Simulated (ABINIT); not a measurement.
Geometry relaxation of ZnSe (part 2 of 3)

Continued. System: ZnSe (2 atoms in the cell). Method: Kohn-Sham DFT of a periodic cell, LDA, PseudoDojo NC SR LDA v0.4.1 standard, no spin polarisation (ABINIT 10.8.3); cutoff 1170.09 eV, 6×6×6 k-mesh, fermi-dirac of 0.05 eV. The structure derives from an entry of the Crystallography Open Database.

Geometry of the input (Å; fractional positions):
```
0.0000  2.8338  2.8338
2.8338  0.0000  2.8338
2.8338  2.8338  0.0000
Se 0.7500  0.7500  0.7500
Zn 0.0000  0.0000  0.0000
```

## Log, continued
```
 Cartesian components of stress tensor (hartree/bohr^3)
  sigma(1 1)= -8.67609175E-06  sigma(3 2)=  0.00000000E+00
  sigma(2 2)= -8.67609175E-06  sigma(3 1)=  0.00000000E+00
  sigma(3 3)= -8.67609175E-06  sigma(2 1)=  0.00000000E+00

--- !ResultsGS
iteration_state: {dtset: 1, itime: 3, icycle: 1, }
comment   : Summary of ground state results
lattice_vectors:
- [  0.0000000,   5.2542011,   5.2542011, ]
- [  5.2542011,   0.0000000,   5.2542011, ]
- [  5.2542011,   5.2542011,   0.0000000, ]
lattice_lengths: [   7.43056,    7.43056,    7.43056, ]
lattice_angles: [ 60.000,  60.000,  60.000, ] # degrees, (23, 13, 12)
lattice_volume:   2.9010155E+02
convergence: {deltae:  5.798E-12, res2:  1.018E-14, residm:  5.448E-09, diffor: null, }
etotal    :  -3.30152198E+02
entropy   :   0.00000000E+00
fermie    :   1.63897642E-01
cartesian_stress_tensor: # hartree/bohr^3
- [ -8.67609175E-06,   0.00000000E+00,   0.00000000E+00, ]
- [  0.00000000E+00,  -8.67609175E-06,   0.00000000E+00, ]
- [  0.00000000E+00,   0.00000000E+00,  -8.67609175E-06, ]
pressure_GPa:   2.5526E-01
xred      :
- [  7.5000E-01,   7.5000E-01,   7.5000E-01, Se]
- [  6.2259E-31,   2.4903E-32,  -6.7239E-31, Zn]
cartesian_forces: # hartree/bohr
- [ -2.50231798E-31,   1.50139079E-31,   5.00463596E-32, ]
- [  2.50231798E-31,  -1.50139079E-31,  -5.00463596E-32, ]
force_length_stats: {min:   2.96078256E-31, max:   2.96078256E-31, mean:   2.96078256E-31, }
...

 Integrated electronic density in atomic spheres:
 ------------------------------------------------
 Atom  Sphere_radius  Integrated_density
    1        2.00000         13.27959512
    2        2.00000         18.17283460

---OUTPUT-----------------------------------------------------------------------

 Cartesian coordinates (xcart) [bohr]
  7.88130157558542E+00  7.88130157558542E+00  7.88130157558542E+00
 -3.40204341974350E-30 -2.61695647672579E-31  3.40204341974350E-30
 Reduced coordinates (xred)
  7.50000000000000E-01  7.50000000000000E-01  7.50000000000000E-01
  6.22586681502078E-31  2.49034672600831E-32 -6.72393616022244E-31
 Cartesian forces (fcart) [Ha/bohr]; max,rms= 2.50232E-31 1.70941E-31 (free atoms)
 -2.50231797900214E-31  1.50139078740129E-31  5.00463595800428E-32
  2.50231797900214E-31 -1.50139078740129E-31 -5.00463595800428E-32
 Gradient of E wrt nuclear positions in reduced coordinates (gred)
 -1.05181454029468E-30  1.05181454029468E-30  5.25907270147341E-31
  1.05181454029468E-30 -1.05181454029468E-30 -5.25907270147341E-31
 Scale of Primitive Cell (acell) [bohr]
  7.43056238489689E+00  7.43056238489689E+00  7.43056238489690E+00
 Real space primitive translations (rprimd) [bohr]
  0.00000000000000E+00  5.25420105039028E+00  5.25420105039028E+00
  5.25420105039028E+00  0.00000000000000E+00  5.25420105039028E+00
  5.25420105039028E+00  5.25420105039028E+00  0.00000000000000E+00
 Unitary Cell Volume (ucvol) [Bohr^3]=  2.90101554794548E+02
 Angles (23,13,12)= [degrees]
  6.00000000000000E+01  6.00000000000000E+01  6.00000000000000E+01
 Lengths [Bohr]
  7.43056238489689E+00  7.43056238489689E+00  7.43056238489689E+00
 Stress tensor in cartesian coordinates (strten) [Ha/bohr^3]
 -8.67609174690087E-06  0.00000000000000E+00  0.00000000000000E+00
  0.00000000000000E+00 -8.67609174690087E-06  0.00000000000000E+00
  0.00000000000000E+00  0.00000000000000E+00 -8.67609174689046E-06
 Total energy (etotal) [Ha]= -3.30152197552572E+02

 Difference of energy with previous step (new-old):
           Absolute (Ha)=-6.31930E-04
           Relative     =-1.91406E-06

--- Iteration: ( 4/50) Internal Cycle: (1/1)
--------------------------------------------------------------------------------

---SELF-CONSISTENT-FIELD CONVERGENCE--------------------------------------------

--- !BeginCycle
iteration_state: {dtset: 1, itime: 4, icycle: 1, }
solver: {iscf: 7, nstep: 80, nline: 4, wfoptalg: 0, }
tolerances: {tolvrs: 1.00E-12, }
...

     iter   Etot(hartree)      deltaE(h)  residm     vres2
 ETOT  1  -330.14991695617    -3.301E+02 4.209E-06 2.506E+01
 ETOT  2  -330.15074980363    -8.328E-04 7.572E-06 7.726E+00
 ETOT  3  -330.15210348233    -1.354E-03 5.588E-05 8.272E-01
 ETOT  4  -330.15220097839    -9.750E-05 3.073E-06 1.835E-02
 ETOT  5  -330.15220186484    -8.864E-07 6.075E-07 6.955E-04
 ETOT  6  -330.15220199268    -1.278E-07 4.494E-08 2.531E-06
 ETOT  7  -330.15220199331    -6.229E-10 3.909E-08 1.453E-07
 ETOT  8  -330.15220199332    -1.666E-11 3.055E-09 2.680E-09
 ETOT  9  -330.15220199332    -5.116E-13 3.650E-09 2.942E-10
 ETOT 10  -330.15220199332    -1.251E-12 2.730E-10 4.944E-12
 ETOT 11  -330.15220199332     5.286E-12 3.320E-10 1.960E-13

 At SCF step   11       vres2   =  1.96E-13 < tolvrs=  1.00E-12 =>converged.

 Cartesian components of stress tensor (hartree/bohr^3)
  sigma(1 1)=  5.53267926E-07  sigma(3 2)=  0.00000000E+00
  sigma(2 2)=  5.53267926E-07  sigma(3 1)=  0.00000000E+00
  sigma(3 3)=  5.53267926E-07  sigma(2 1)=  0.00000000E+00

--- !ResultsGS
iteration_state: {dtset: 1, itime: 4, icycle: 1, }
comment   : Summary of ground state results
lattice_vectors:
- [  0.0000000,   5.2607807,   5.2607807, ]
- [  5.2607807,   0.0000000,   5.2607807, ]
- [  5.2607807,   5.2607807,   0.0000000, ]
lattice_lengths: [   7.43987,    7.43987,    7.43987, ]
lattice_angles: [ 60.000,  60.000,  60.000, ] # degrees, (23, 13, 12)
lattice_volume:   2.9119277E+02
convergence: {deltae:  5.286E-12, res2:  1.960E-13, residm:  3.320E-10, diffor: null, }
etotal    :  -3.30152202E+02
entropy   :   0.00000000E+00
fermie    :   1.62078018E-01
cartesian_stress_tensor: # hartree/bohr^3
- [  5.53267926E-07,   0.00000000E+00,   0.00000000E+00, ]
- [  0.00000000E+00,   5.53267926E-07,   0.00000000E+00, ]
- [  0.00000000E+00,   0.00000000E+00,   5.53267926E-07, ]
pressure_GPa:  -1.6278E-02
xred      :
- [  7.5000E-01,   7.5000E-01,   7.5000E-01, Se]
- [  5.4403E-31,   5.2808E-32,  -6.1589E-31, Zn]
cartesian_forces: # hartree/bohr
- [ -0.00000000E+00,  -0.00000000E+00,  -0.00000000E+00, ]
- [ -0.00000000E+00,  -0.00000000E+00,  -0.00000000E+00, ]
force_length_stats: {min:   0.00000000E+00, max:   0.00000000E+00, mean:   0.00000000E+00, }
...

 Integrated electronic density in atomic spheres:
 ------------------------------------------------
 Atom  Sphere_radius  Integrated_density
    1        2.00000         13.28670725
    2        2.00000         18.15374655

---OUTPUT-----------------------------------------------------------------------

 Cartesian coordinates (xcart) [bohr]
  7.89117103044140E+00  7.89117103044140E+00  7.89117103044140E+00
 -2.96227480919385E-30 -3.78087513140973E-31  3.13980779661556E-30
 Reduced coordinates (xred)
  7.50000000000000E-01  7.50000000000000E-01  7.50000000000000E-01
  5.44025253405412E-31  5.28077992245344E-32 -6.15894341975874E-31
 Cartesian forces (fcart) [Ha/bohr]; max,rms= 0.00000E+00 0.00000E+00 (free atoms)
 -0.00000000000000E+00 -0.00000000000000E+00 -0.00000000000000E+00
 -0.00000000000000E+00 -0.00000000000000E+00 -0.00000000000000E+00
 Gradient of E wrt nuclear positions in reduced coordinates (gred)
  0.00000000000000E+00  0.00000000000000E+00  0.00000000000000E+00
  0.00000000000000E+00  0.00000000000000E+00  0.00000000000000E+00
 Scale of Primitive Cell (acell) [bohr]
  7.43986739617060E+00  7.43986739617060E+00  7.43986739617060E+00
 Real space primitive translations (rprimd) [bohr]
  0.00000000000000E+00  5.26078068696093E+00  5.26078068696093E+00
  5.26078068696093E+00  0.00000000000000E+00  5.26078068696093E+00
  5.26078068696093E+00  5.26078068696093E+00  0.00000000000000E+00
 Unitary Cell Volume (ucvol) [Bohr^3]=  2.91192769643254E+02
 Angles (23,13,12)= [degrees]
  6.00000000000000E+01  6.00000000000000E+01  6.00000000000000E+01
 Lengths [Bohr]
  7.43986739617060E+00  7.43986739617060E+00  7.43986739617060E+00
 Stress tensor in cartesian coordinates (strten) [Ha/bohr^3]
  5.53267926133028E-07  0.00000000000000E+00  0.00000000000000E+00
  0.00000000000000E+00  5.53267926136497E-07  0.00000000000000E+00
  0.00000000000000E+00  0.00000000000000E+00  5.53267926139966E-07
 Total energy (etotal) [Ha]= -3.30152201993319E+02

 Difference of energy with previous step (new-old):
           Absolute (Ha)=-4.44075E-06
           Relative     =-1.34506E-08

--- Iteration: ( 5/50) Internal Cycle: (1/1)
--------------------------------------------------------------------------------

---SELF-CONSISTENT-FIELD CONVERGENCE--------------------------------------------

--- !BeginCycle
iteration_state: {dtset: 1, itime: 5, icycle: 1, }
solver: {iscf: 7, nstep: 80, nline: 4, wfoptalg: 0, }
tolerances: {tolvrs: 1.00E-12, }
...

     iter   Etot(hartree)      deltaE(h)  residm     vres2
 ETOT  1  -330.15219417979    -3.302E+02 4.591E-07 8.753E-02
 ETOT  2  -330.15219706470    -2.885E-06 2.363E-08 2.590E-02
 ETOT  3  -330.15220162286    -4.558E-06 2.238E-07 3.255E-03
 ETOT  4  -330.15220200516    -3.823E-07 1.172E-08 7.030E-05
 ETOT  5  -330.15220200861    -3.452E-09 3.068E-09 3.091E-06
 ETOT  6  -330.15220200915    -5.372E-10 1.823E-10 9.159E-09
 ETOT  7  -330.15220200917    -1.944E-11 1.574E-10 8.681E-10
 ETOT  8  -330.15220200916     2.103E-12 1.229E-11 1.092E-11
 ETOT  9  -330.15220200915     1.108E-11 1.471E-11 1.556E-12
 ETOT 10  -330.15220200915     4.547E-12 1.102E-12 2.596E-14

 At SCF step   10       vres2   =  2.60E-14 < tolvrs=  1.00E-12 =>converged.

 Cartesian components of stress tensor (hartree/bohr^3)
  sigma(1 1)=  3.84529086E-09  sigma(3 2)=  0.00000000E+00
  sigma(2 2)=  3.84529086E-09  sigma(3 1)=  0.00000000E+00
  sigma(3 3)=  3.84529086E-09  sigma(2 1)=  0.00000000E+00

--- !ResultsGS
iteration_state: {dtset: 1, itime: 5, icycle: 1, }
comment   : Summary of ground state results
lattice_vectors:
- [  0.0000000,   5.2603849,   5.2603849, ]
- [  5.2603849,   0.0000000,   5.2603849, ]
- [  5.2603849,   5.2603849,   0.0000000, ]
lattice_lengths: [   7.43931,    7.43931,    7.43931, ]
lattice_angles: [ 60.000,  60.000,  60.000, ] # degrees, (23, 13, 12)
lattice_volume:   2.9112705E+02
convergence: {deltae:  4.547E-12, res2:  2.596E-14, residm:  1.102E-12, diffor: null, }
etotal    :  -3.30152202E+02
entropy   :   0.00000000E+00
fermie    :   1.62187207E-01
cartesian_stress_tensor: # hartree/bohr^3
- [  3.84529086E-09,   0.00000000E+00,   0.00000000E+00, ]
- [  0.00000000E+00,   3.84529086E-09,   0.00000000E+00, ]
- [  0.00000000E+00,   0.00000000E+00,   3.84529086E-09, ]
pressure_GPa:  -1.1313E-04
xred      :
- [  7.5000E-01,   7.5000E-01,   7.5000E-01, Se]
- [  5.4627E-31,   5.3060E-32,  -6.1847E-31, Zn]
cartesian_forces: # hartree/bohr
- [ -3.49912695E-31,  -3.49912695E-31,   1.24968820E-30, ]
- [  3.49912695E-31,   3.49912695E-31,  -1.24968820E-30, ]
force_length_stats: {min:   1.34409761E-30, max:   1.34409761E-30, mean:   1.34409761E-30, }
...

 Integrated electronic density in atomic spheres:
 ------------------------------------------------
 Atom  Sphere_radius  Integrated_density
    1        2.00000         13.28627970
    2        2.00000         18.15354113

---OUTPUT-----------------------------------------------------------------------

 Cartesian coordinates (xcart) [bohr]
  7.89057729947350E+00  7.89057729947350E+00  7.89057729947350E+00
 -2.97425334622882E-30 -3.79782545423704E-31  3.15270059570876E-30
 Reduced coordinates (xred)
  7.50000000000000E-01  7.50000000000000E-01  7.50000000000000E-01
  5.46269098418567E-31  5.30597864120371E-32 -6.18465820726017E-31
 Cartesian forces (fcart) [Ha/bohr]; max,rms= 1.24969E-30 7.76015E-31 (free atoms)
 -3.49912695039154E-31 -3.49912695039154E-31  1.24968819656841E-30
  3.49912695039154E-31  3.49912695039154E-31 -1.24968819656841E-30
 Gradient of E wrt nuclear positions in reduced coordinates (gred)
 -4.73316543132607E-30 -4.73316543132607E-30  3.68135089103139E-30
  4.73316543132607E-30  4.73316543132607E-30 -3.68135089103139E-30
 Scale of Primitive Cell (acell) [bohr]
  7.43930762124580E+00  7.43930762124580E+00  7.43930762124580E+00
 Real space primitive translations (rprimd) [bohr]
  0.00000000000000E+00  5.26038486631567E+00  5.26038486631567E+00
  5.26038486631567E+00  0.00000000000000E+00  5.26038486631567E+00
  5.26038486631567E+00  5.26038486631567E+00  0.00000000000000E+00
 Unitary Cell Volume (ucvol) [Bohr^3]=  2.91127046638499E+02
 Angles (23,13,12)= [degrees]
  6.00000000000000E+01  6.00000000000000E+01  6.00000000000000E+01
 Lengths [Bohr]
  7.43930762124580E+00  7.43930762124580E+00  7.43930762124580E+00
 Stress tensor in cartesian coordinates (strten) [Ha/bohr^3]
  3.84529086003282E-09  0.00000000000000E+00  0.00000000000000E+00
  0.00000000000000E+00  3.84529086350227E-09  0.00000000000000E+00
  0.00000000000000E+00  0.00000000000000E+00  3.84529086003282E-09
 Total energy (etotal) [Ha]= -3.30152202009148E+02

 Difference of energy with previous step (new-old):
           Absolute (Ha)=-1.58298E-08
           Relative     =-4.79468E-11

 At Broyd/MD step   5, gradients are converged :
  max grad (force/stress) = 3.8453E-07 < tolmxf= 2.0000E-05 ha/bohr (free atoms)

================================================================================

 ----iterations are completed or convergence reached----

 Mean square residual over all n,k,spin=   43.852E-16; max=  11.019E-13
 reduced coordinates (array xred) for    2 atoms
       0.750000000000      0.750000000000      0.750000000000
       0.000000000000      0.000000000000     -0.000000000000
 rms dE/dt=  5.9963E-30; max dE/dt=  8.4145E-30; dE/dt below (all hartree)
    1      -0.000000000000     -0.000000000000      0.000000000000
    2       0.000000000000      0.000000000000      0.000000000000

 cartesian coordinates (angstrom) at end:
    1      4.17551368491720     4.17551368491720     4.17551368491720
    2     -0.00000000000000    -0.00000000000000     0.00000000000000

 cartesian forces (hartree/bohr) at end:
    1     -0.00000000000000    -0.00000000000000     0.00000000000000
    2      0.00000000000000     0.00000000000000    -0.00000000000000
 frms,max,avg= 7.7601512E-31 1.2496882E-30   0.000E+00  0.000E+00  0.000E+00 h/b

 cartesian forces (eV/Angstrom) at end:
    1     -0.00000000000000    -0.00000000000000     0.00000000000000
    2      0.00000000000000     0.00000000000000    -0.00000000000000
 frms,max,avg= 3.9904302E-29 6.4261551E-29   0.000E+00  0.000E+00  0.000E+00 e/A
 length scales=  7.439307621246  7.439307621246  7.439307621246 bohr
              =  3.936712055390  3.936712055390  3.936712055390 angstroms
 Fermi (or HOMO) energy (hartree) =   0.16219   Average Vxc (hartree)=  -0.38960
 Eigenvalues (hartree) for nkpt=  16  k points:
 kpt#   1, nband= 22, wtk=  0.00463, kpt=  0.0000  0.0000  0.0000 (reduced coord)
  -4.44115   -2.77360   -2.77360   -2.77360   -1.59571   -1.59571   -1.59571   -1.59546
  -1.59546   -0.36437   -0.11371   -0.11371   -0.11371   -0.09859   -0.09859    0.13827
   0.13827    0.13827    0.18405    0.34772    0.34772    0.34772
      occupation numbers for kpt#   1
   2.00000    2.00000    2.00000    2.00000    2.00000    2.00000    2.00000    2.00000
   2.00000    2.00000    2.00000    2.00000    2.00000    2.00000    2.00000    2.00000
   2.00000    2.00000    0.00001    0.00000    0.00000    0.00000
 prteigrs : prtvol=0 or 1, do not print more k-points.

--- !EnergyTerms
iteration_state     : {dtset: 1, itime: 5, icycle: 1, }
comment             : Components of total free energy in Hartree
kinetic             :  1.70504863949678E+02
hartree             :  1.22741714315615E+02
xc                  : -4.60311314204918E+01
Ewald energy        : -1.67331318473595E+02
psp_core            :  6.81443427502294E+00
local_psp           : -3.17907513261659E+02
non_local_psp       : -9.89432513905882E+01
internal            : -3.30152202006018E+02
'-kT*entropy'       : -3.13025865933581E-09
total_energy        : -3.30152202009148E+02
total_energy_eV     : -8.98389908883208E+03
band_energy         : -4.29447717381862E+01
...

 Cartesian components of stress tensor (hartree/bohr^3)
  sigma(1 1)=  3.84529086E-09  sigma(3 2)=  0.00000000E+00
  sigma(2 2)=  3.84529086E-09  sigma(3 1)=  0.00000000E+00
  sigma(3 3)=  3.84529086E-09  sigma(2 1)=  0.00000000E+00

-Cartesian components of stress tensor (GPa)         [Pressure= -1.1313E-04 GPa]
- sigma(1 1)=  1.13132363E-04  sigma(3 2)=  0.00000000E+00
- sigma(2 2)=  1.13132363E-04  sigma(3 1)=  0.00000000E+00
- sigma(3 3)=  1.13132363E-04  sigma(2 1)=  0.00000000E+00

== END DATASET(S) ==============================================================
================================================================================

 -outvars: echo values of variables after computation  --------
            acell      7.4393076212E+00  7.4393076212E+00  7.4393076212E+00 Bohr
           etotal     -3.3015220201E+02
            fcart     -3.4991269504E-31 -3.4991269504E-31  1.2496881966E-30
                       3.4991269504E-31  3.4991269504E-31 -1.2496881966E-30
            rprim      0.0000000000E+00  7.0710678119E-01  7.0710678119E-01
                       7.0710678119E-01  0.0000000000E+00  7.0710678119E-01
                       7.0710678119E-01  7.0710678119E-01  0.0000000000E+00
           strten      3.8452908600E-09  3.8452908635E-09  3.8452908600E-09
                       0.0000000000E+00  0.0000000000E+00  0.0000000000E+00
           xangst      4.1755136849E+00  4.1755136849E+00  4.1755136849E+00
                      -1.5739070892E-30 -2.0097226800E-31  1.6683373069E-30
             xred      7.5000000000E-01  7.5000000000E-01  7.5000000000E-01
                       5.4626909842E-31  5.3059786412E-32 -6.1846582073E-31
 Calculation completed.
```

## Trajectory as extended XYZ (Å, eV, eV/Å), 5 frames, from step=0 to step=4
```
2
Lattice="0.0000 2.8338 2.8338 2.8338 0.0000 2.8338 2.8338 2.8338 0.0000" Properties=species:S:1:pos:R:3:forces:R:3 step=0 energy=-8983.87262
Se    4.2507    4.2507    4.2507    0.0000   0.0000   0.0000
Zn    0.0000    0.0000    0.0000    0.0000   0.0000   0.0000
2
Lattice="0.0000 2.8240 2.8240 2.8240 0.0000 2.8240 2.8240 2.8240 0.0000" Properties=species:S:1:pos:R:3:forces:R:3 step=1 energy=-8983.88177
Se    4.2360    4.2360    4.2360    0.0000   0.0000   0.0000
Zn    0.0000    0.0000    0.0000    0.0000   0.0000   0.0000
2
Lattice="0.0000 2.7804 2.7804 2.7804 0.0000 2.7804 2.7804 2.7804 0.0000" Properties=species:S:1:pos:R:3:forces:R:3 step=2 energy=-8983.89897
Se    4.1706    4.1706    4.1706    0.0000   0.0000   0.0000
Zn    0.0000    0.0000    0.0000    0.0000   0.0000   0.0000
2
Lattice="0.0000 2.7839 2.7839 2.7839 0.0000 2.7839 2.7839 2.7839 0.0000" Properties=species:S:1:pos:R:3:forces:R:3 step=3 energy=-8983.89909
Se    4.1758    4.1758    4.1758    0.0000   0.0000   0.0000
Zn    0.0000    0.0000    0.0000    0.0000   0.0000   0.0000
2
Lattice="0.0000 2.7837 2.7837 2.7837 0.0000 2.7837 2.7837 2.7837 0.0000" Properties=species:S:1:pos:R:3:forces:R:3 step=4 energy=-8983.89909
Se    4.1755    4.1755    4.1755    0.0000   0.0000   0.0000
Zn    0.0000    0.0000    0.0000    0.0000   0.0000   0.0000
```

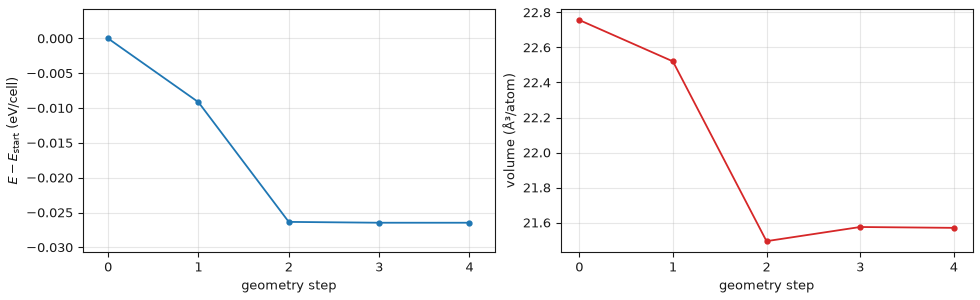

Figure 1. Progress of the relaxation, step by step (steps are counted from 0).
